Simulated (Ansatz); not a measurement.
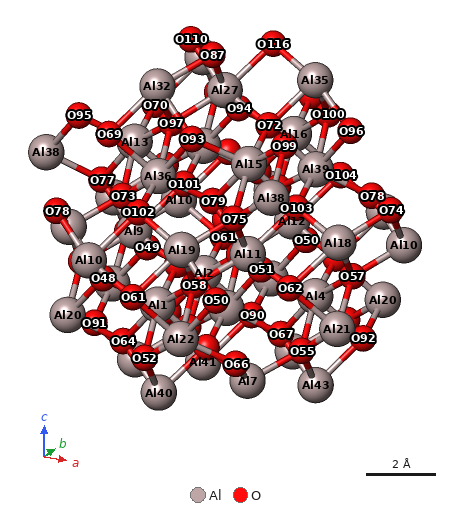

This is the input geometry for a relaxation of a defect cell of composition Al47O73 (cell charge +1). The picture is a ball-and-stick view of the atoms within 5.8 Å of the atom that moves most (axes of the cell of the calculation (origin shifted)), seen slightly off an axis.

Theory: DFT, PBEsol, PAW, plane waves (Ansatz).

Settings: plane-wave cutoff 420 eV; k-point mesh 1 × 1 × 1; mesh shifted by (0.25, 0.25, 0.25); no spin polarisation; atoms relaxed in a fixed cell; force threshold 0.03 eV/Å; at most 80 steps.

```xyz
120
Lattice="9.5479 0.0000 0.0000 -4.7739 8.2687 0.0000 0.0000 0.0000 13.0136" Properties=species:S:1:pos:R:3 pbc="T T T"
Al    2.3761    1.3701    2.3995
Al    0.0738    5.4727    2.4518
Al    7.1641    1.3818    2.4184
Al    4.7585    5.5054    2.4270
Al   -0.0086    2.7403    0.2316
Al   -2.3714    6.8919    0.2495
Al    4.7716    2.7303    0.2748
Al    2.3761    6.8818    0.2419
Al   -0.0081    2.7030    4.0896
Al   -2.4426    6.8705    4.0995
Al    4.7832    2.7278    4.0747
Al    2.3615    6.8663    4.1403
Al   -0.0159    2.7296    6.7546
Al   -2.3822    6.8696    6.7726
Al    4.7757    2.7856    6.7654
Al    2.4178    6.8883    6.7642
Al   -4.7485    8.2678    4.5863
Al   -2.3857    4.1404    4.5579
Al    4.7856    0.0322    4.5683
Al    4.7850    8.2379    1.9465
Al    7.1600    4.0967    1.9805
Al    0.0129    8.2562    1.9013
Al    2.4259    4.1222    1.9280
Al    4.7670    8.2623    8.4389
Al    7.1466    4.1422    8.4426
Al    4.8225    0.0055    8.4477
Al    2.3712    4.1062    8.4545
Al    0.0066    0.0225   11.0760
Al   -2.3735    4.1377   11.0680
Al   -0.0034    8.2434   11.0832
Al    2.3430    4.1378   11.1078
Al    2.3626    1.3729    8.9396
Al    0.0039    5.4791    8.9178
Al    7.1739    1.3736    8.9449
Al    4.7632    5.5016    8.9008
Al    2.3963    1.3812    6.2553
Al   -0.0095    5.5227    6.2522
Al    7.1536    1.4113    6.2823
Al    4.7682    5.5174    6.2289
Al    2.4289    1.3639   12.7858
Al    0.0067    5.4986   12.7731
Al    7.1604    1.3763   12.7521
Al    4.7882    5.4937   12.7783
Al   -0.0125    2.7324   10.6095
Al   -2.3864    6.8602   10.5958
Al    4.8073    2.7638   10.5880
Al    2.3909    6.8603   10.6119
O     1.4579    0.0083    3.2471
O    -0.9388    4.1251    3.2741
O     6.2477    0.0161    3.2618
O     3.8612    4.1498    3.2851
O     3.1100    0.1231    1.0815
O     0.6926    4.2313    1.0905
O     7.8654    0.1425    1.0744
O     5.4890    4.2453    1.0641
O     8.7984    1.2539    3.2694
O    -3.0877    5.3844    3.2834
O     4.0472    1.2373    3.2356
O     1.6488    5.3902    3.2466
O     1.6306    2.8832    3.2832
O    -0.7274    7.0121    3.2225
O     6.4015    2.8753    3.2589
O     4.0367    7.0306    3.2419
O     0.9063    1.3705    1.0987
O    -1.4780    5.5132    1.0786
O     5.6985    1.3522    1.1015
O     3.2994    5.5044    1.0820
O     2.4050    4.0929    4.5852
O     1.6219    0.1045    7.5803
O    -0.7338    4.2410    7.5569
O     6.4094    0.0951    7.5913
O     4.0493    4.2840    7.6115
O     0.7566    1.4913    5.4103
O    -1.6940    5.6075    5.4288
O     5.5259    1.4418    5.4176
O     3.0901    5.5923    5.4353
O    -1.4302    2.7381    5.4182
O    -3.8449    6.9008    5.3806
O     3.2979    2.7252    5.4515
O     0.9146    6.8866    5.4347
O    -0.7658    1.4648   11.9213
O    -3.1334    5.6141   11.9509
O     4.0279    1.4937   11.9147
O     1.6186    5.6694   11.9372
O    -1.6413    2.8870    9.7590
O    -4.0388    7.0448    9.7640
O     3.1283    2.8757    9.7902
O     0.7238    6.9874    9.7512
O     3.1174    2.6485    1.0489
O     0.7376    6.7736    1.1122
O     7.9106    2.6481    1.1072
O     5.4868    6.7583    1.0901
O     3.8621    1.3421    7.5811
O     1.4884    5.5257    7.5953
O     8.6173    1.3353    7.6028
O     6.2419    5.5221    7.5944
O     1.6290    2.6486    7.5627
O    -0.7209    6.7753    7.5907
O     6.4107    2.6596    7.5619
O     4.0176    6.7490    7.6050
O     0.7163    4.0272    5.4199
O    -1.6597    8.1286    5.4813
O     5.5045    4.0182    5.3887
O     3.1000    8.1371    5.4570
O     1.4424    2.7282   11.9329
O    -0.9003    6.8920   11.9812
O     6.2711    2.7405   11.9529
O     3.8502    6.8831   11.9058
O     3.2876    0.0155    9.7604
O     0.9278    4.1186    9.7687
O     3.3240    8.2511    9.7676
O     5.7140    4.1296    9.7574
O     0.7198    1.2276    9.7651
O    -1.6895    5.3923    9.7448
O     5.4854    1.2741    9.7299
O     3.1021    5.3862    9.7768
O    -0.7285    4.0640   11.9119
O    -3.1549    8.1523   11.9349
O     4.0759    4.0109   11.9571
O     1.6283    8.1440   11.9452
```

Where does the relaxation end?

After 12 geometry steps the energy has fallen by 2.651 eV per cell of the calculation. Largest force component: 2.6 eV/Å at the start, 0.025 eV/Å at the end. The largest move is that of O68, 0.43 Å along [−3 1 2]. By element the largest moves are O 0.43 Å, Al 0.18 Å. The cell doesn't change. Near-neighbour distances that change, for instance: O68–O101 1.885 → 1.278 Å, Al13–O101 2.000 → 2.272 Å, Al9–O101 2.012 → 2.253 Å, Al37–O101 1.859 → 2.053 Å. New bonds form, among them: O68–O101 (1.88 → 1.28 Å). Bond angles that change, for instance: O51–Al11–O79 85.8° → 96.7°, O80–Al37–O101 101.6° → 90.8°, O59–Al23–O60 77.9° → 87.9°. Cost: 13 s on 1 × NVIDIA GB200 with 8 threads of Arm Neoverse-V2, peak memory 1.9 GiB.

Step by step:

```tsv
step	E − E(0), meV/atom	largest force component, eV/Å
0	0.00	2.5832
1	-10.15	1.5745
2	-15.06	0.4917
3	-15.81	0.3122
4	-16.23	0.2631
5	-17.38	0.6514
6	-18.08	1.3423
7	-20.03	0.6579
8	-20.30	2.0438
9	-21.42	0.4791
10	-22.04	0.2376
11	-22.06	0.1150
12	-22.09	0.0249
```

After the run, drawn alike:

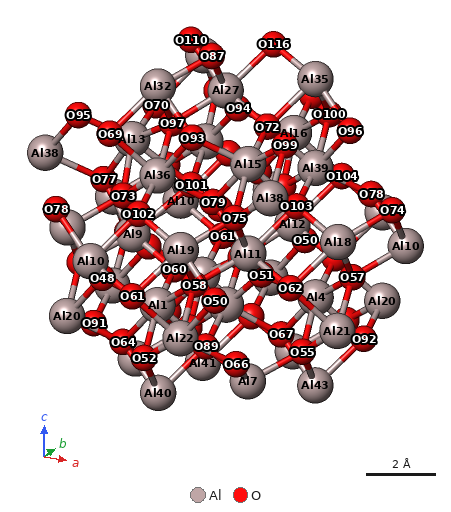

Limits of the set-up: the cell is charged, on a uniform background, and energies carry no finite-size correction.
